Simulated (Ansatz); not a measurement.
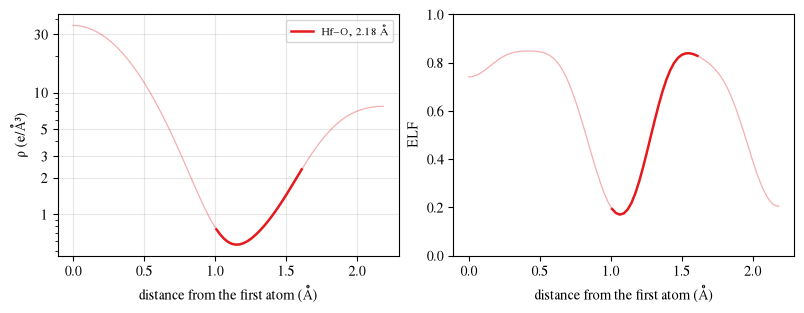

HfO₂. Valence charge density (pseudo) and ELF along straight lines between neighbouring atoms. Thin, pale parts lie inside the atomic spheres.

Space group Fm-3m.

All numbers below come from DFT PBEsol, scalar-relativistic, plane waves, PAW (Ansatz 0.2.0).

In a PAW calculation such maps are meaningful between the atoms, not at the nuclei.

```
CELL_PARAMETERS angstrom
5.04391 0.00000 0.00000
0.00000 5.04391 0.00000
0.00000 0.00000 5.04391
ATOMIC_POSITIONS crystal
Hf 0.00000 0.00000 0.00000
Hf 0.50000 0.50000 0.00000
Hf 0.50000 0.00000 0.50000
Hf 0.00000 0.50000 0.50000
O 0.25000 0.25000 0.25000
O 0.75000 0.75000 0.25000
O 0.75000 0.25000 0.75000
O 0.25000 0.75000 0.75000
O 0.75000 0.25000 0.25000
O 0.25000 0.75000 0.25000
O 0.25000 0.25000 0.75000
O 0.75000 0.75000 0.75000
```

What can be read from the curves?

Answer. Hf–O (2.18 Å): ρ is about 0.59 e/Å³ halfway; the ELF peaks at about 0.85 in the valence shell of O, 0.6 Å from its nucleus, and drops to about 0.15 between the two atoms: no shared electron pair shows on this line.
